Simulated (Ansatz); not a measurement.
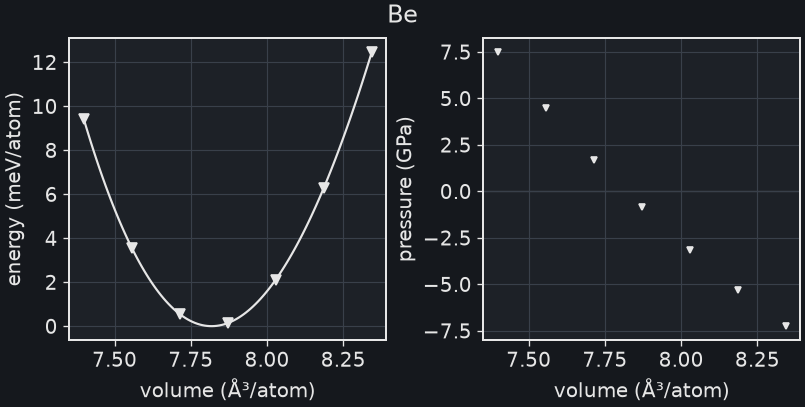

Plotted: energy and pressure against volume for Be, space group Im-3m (No. 229).

Starting cell:
```
Be
1.0
    -1.25312    1.25312    1.25312
     1.25312   -1.25312    1.25312
     1.25312    1.25312   -1.25312
Be
1
Direct
  0.00000 0.00000 0.00000
```

How it was computed, with Ansatz 0.2.0: plane-wave DFT, no spin polarisation; energies at scaled volumes of the given cell, shape and fractions fixed, counted from the fit's minimum, third-order Birch-Murnaghan fit. Level: PBE.

k mesh 15×15×15; occupations Fermi–Dirac; smearing width 0.05 eV; potentials Ansatz PAW; wave cutoff 420 eV; density cutoff 1680 eV.

How stiff is the solid, and where is its volume at rest?

A third-order Birch–Murnaghan fit gives V0 = 7.82 Å³/atom, B0 = 124 GPa and B′ = 3.3.

How does the pressure vary with volume?

It falls from 7.50 GPa at volume 7.3989 Å³/atom to −7.25 GPa at 8.3434 Å³/atom, and changes sign near 7.82 Å³/atom.
